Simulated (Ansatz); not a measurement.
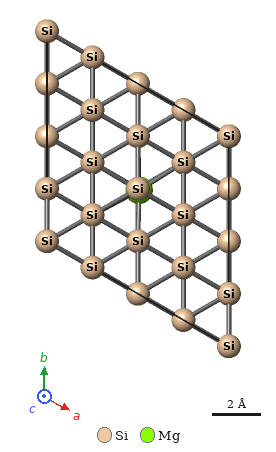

This is the input geometry for a relaxation of a defect cell of composition MgSi32 (cell charge +2). The picture is a ball-and-stick view of the cell of the calculation, seen along the c axis.

Case: Mg interstitial, charge +2, atoms relaxed. The atoms of the start lie slightly off their symmetric places, so part of the fall in energy undoes that.

The calculation used DFT PBE, scalar-relativistic, plane waves, PAW (Ansatz).

The input:
```yaml
crystal:
  lattice:
    - [5.470093659, -5.470093659, -5.470093659]
    - [-5.470093659, -5.470093659, 5.470093659]
    - [-5.470093659, 5.470093659, -5.470093659]
  atoms:
    - { symbol: Si, position: [0.5, 0.75, 0.0] }
    - { symbol: Si, position: [0.5, 0.0, 0.75] }
    - { symbol: Si, position: [0.5, 0.25, 0.5] }
    - { symbol: Si, position: [0.25, 0.75, 0.25] }
    - { symbol: Si, position: [0.5, 0.5, 0.25] }
    - { symbol: Si, position: [0.25, 0.0, 0.0] }
    - { symbol: Si, position: [0.25, 0.25, 0.75] }
    - { symbol: Si, position: [0.0, 0.75, 0.5] }
    - { symbol: Si, position: [0.25, 0.5, 0.5] }
    - { symbol: Si, position: [0.0, 0.0, 0.25] }
    - { symbol: Si, position: [0.0, 0.25, 0.0] }
    - { symbol: Si, position: [0.75, 0.75, 0.75] }
    - { symbol: Si, position: [0.0, 0.5, 0.75] }
    - { symbol: Si, position: [0.75, 0.0, 0.5] }
    - { symbol: Si, position: [0.75, 0.25, 0.25] }
    - { symbol: Si, position: [0.75, 0.5, 0.0] }
    - { symbol: Si, position: [0.25, 0.75, 0.0] }
    - { symbol: Si, position: [0.25, 1.0, 0.75] }
    - { symbol: Si, position: [0.25, 0.25, 0.5] }
    - { symbol: Si, position: [0.0, 0.75, 0.25] }
    - { symbol: Si, position: [0.25, 0.5, 0.25] }
    - { symbol: Si, position: [1.0, 1.0, 1.0] }
    - { symbol: Si, position: [0.0, 0.25, 0.75] }
    - { symbol: Si, position: [0.75, 0.75, 0.5] }
    - { symbol: Si, position: [0.0, 0.5, 0.5] }
    - { symbol: Si, position: [0.75, 1.0, 0.25] }
    - { symbol: Si, position: [0.75, 0.25, 0.0] }
    - { symbol: Si, position: [0.5, 0.75, 0.75] }
    - { symbol: Si, position: [0.75, 0.5, 0.75] }
    - { symbol: Si, position: [0.5, 1.0, 0.5] }
    - { symbol: Si, position: [0.5, 0.25, 0.25] }
    - { symbol: Si, position: [0.5, 0.5, 0.0] }
    - { symbol: Mg, position: [0.5061337155, 0.496099977, 0.5129661686] }
total_charge: 2
basis:
  ecutwfc: 420
  xc_grid: 2
kpoints:
  mp_grid: { grid: [2, 2, 2], shift: [0.5, 0.5, 0.5] }
hamiltonian:
  xc: pbe
scf:
  occupations: { method: gaussian, width: 0.02 }
output:
  forces: true
  stress: false
  eigenvalues: true
  write_density: true
  write_potential: true
  elf: true
  volumetric_format: npy
relax:
  adjacent_minimum: "off"
  f_tol: 0.02
  max_steps: 60
```

Command:
```bash
ansatz run input.yaml --threads 4 --pin off --max-ram 10240MiB --backend cpu --events-out ev --progress --plain --runs-dir out
```

Question: What does the optimiser find from here?

Answer: The largest moves, 0.15 Å, are those of Si3 and Si12. Si3 goes along −b. By element the largest moves are Si 0.15 Å, Mg 0.13 Å. The cell doesn't change. Near-neighbour distances that change, for instance: Si3–Mg33 2.274 → 2.512 Å, Si12–Mg33 2.324 → 2.512 Å, Si29–Mg33 2.610 → 2.778 Å, Si9–Mg33 2.402 → 2.512 Å. Bond angles that change, for instance: Si21–Si9–Mg33 73.7° → 68.2°, Si3–Si31–Si5 109.5° → 114.1°, Si31–Si3–Mg33 72.8° → 68.2°. Over 3 accepted moves (4 points after the start) the energy falls by 0.831 eV per cell of the calculation. The largest force component goes from 1.9 to 0.0025 eV/Å. 1 step only repeated the SCF at the same geometry.

The end point in the same view:

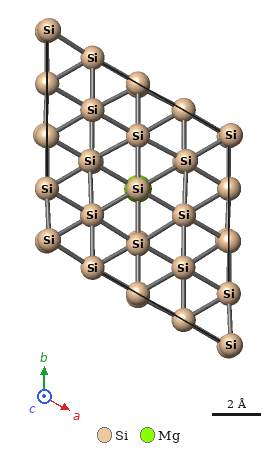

Limits of the set-up: the cell is charged, on a uniform background, and energies carry no finite-size correction.
